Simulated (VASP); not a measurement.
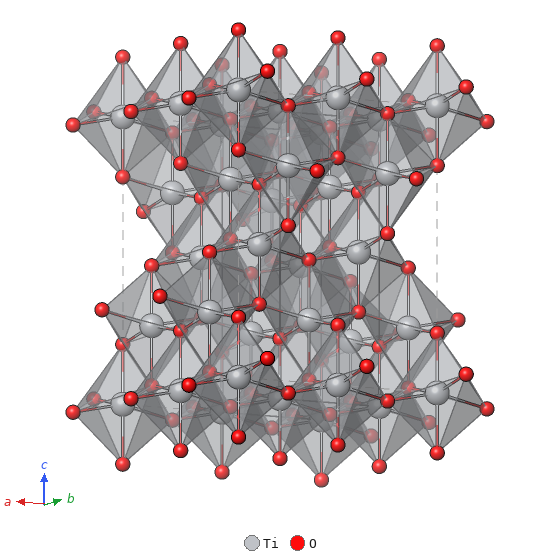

Polyhedra are drawn about Ti (bonds: O–Ti below 2.2 Å); other atoms are plain spheres.

TiO2 (space group I4_1/amd, No. 141): the end point of a relaxation with VASP Kohn-Sham DFT of a periodic cell, PBE with D3(BJ), VASP PAW PBE potentials, recommended in VASP 6.6.1.

Sharing among the drawn polyhedra:

```
site       polyhedron  corner-sharing neighbours  edge-sharing  face-sharing   bond (Å)
  Ti  TiO6 octahedron                          4             4             0  1.94–1.99
```

They form a three-dimensional framework of corner- and edge-sharing octahedra.
